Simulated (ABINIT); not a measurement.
## KI (Fm-3m): how ε∞ follows the gap

The empty bands of KI (Fm-3m) are shifted up rigidly by Δ, and ε∞ is computed for each shift.

Cell: a, b, c = 4.996, 4.996, 4.996 Å (primitive vectors), 2 atoms.

Method: ABINIT 10.8.3, PBE, independent particles, k-mesh 8×8×8, Lorentzian half width 0.04 eV.

Launch of the response step: `optic optic.abi`. The series took 64 s in all, its band step included, on 4 threads of Arm Neoverse V2 (shared host).

| Δ (eV) | ε∞ |
| --- | --- |
| 0.00 | 3.224 |
| 0.40 | ? |
| 0.80 | 3.011 |
| 1.20 | 2.921 |
| 1.60 | 2.839 |
| 2.00 | 2.764 |

With one effective transition at E₀ and fixed dipole strength, ε∞ − 1 = A/(E₀ + Δ), so 1/(ε∞ − 1) is linear in Δ.

Working, on the rows shown:

| x = Δ (eV) | y = 1/(ε∞ − 1) |
| --- | --- |
| 0 | 0.44964 |
| 0.8 | 0.497265 |
| 1.2 | 0.520562 |
| 1.6 | 0.543774 |
| 2 | 0.566893 |

Means: x̄ = 1.12, ȳ = 0.51563. Σ(x − x̄)(y − ȳ) = 0.1388, Σ(x − x̄)² = 2.368. Slope = 0.1388 / 2.368 = 0.05862; intercept = ȳ − slope · x̄ = 0.44998. Turned back into ε∞, the line misses the rows shown by at most 0.0017.

Task: What does the fit predict for the withheld row, and how well does it do?

Result: At x = 0.4 the line gives y = 0.47342, that is 3.112. The run gave 3.112, so the interpolation holds to the digits printed.

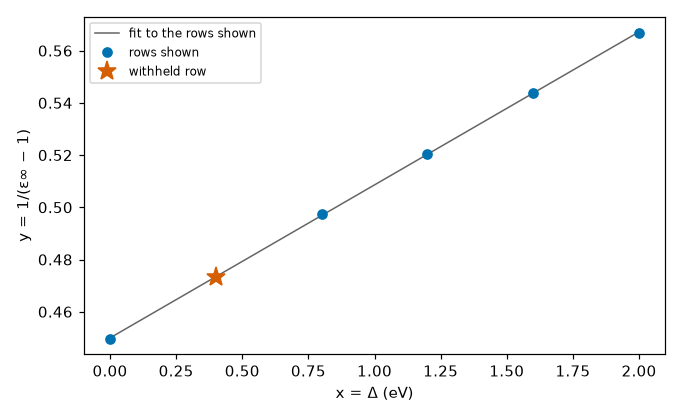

Refitted with all rows, the slope is 0.0586 and the intercept 0.45. These give E₀ = intercept/slope = 7.7 eV, far above the least direct gap of 3.96 eV: most of the screening comes from transitions well over the edge. Over the first step ε∞ falls by 9 % per eV. Excitons are left out and so are local fields; PBE gaps are as a rule too small. The values come from a sum over the points of one k-mesh and carry its error, which grows as the direct gap shrinks. Spin-orbit coupling is left out.
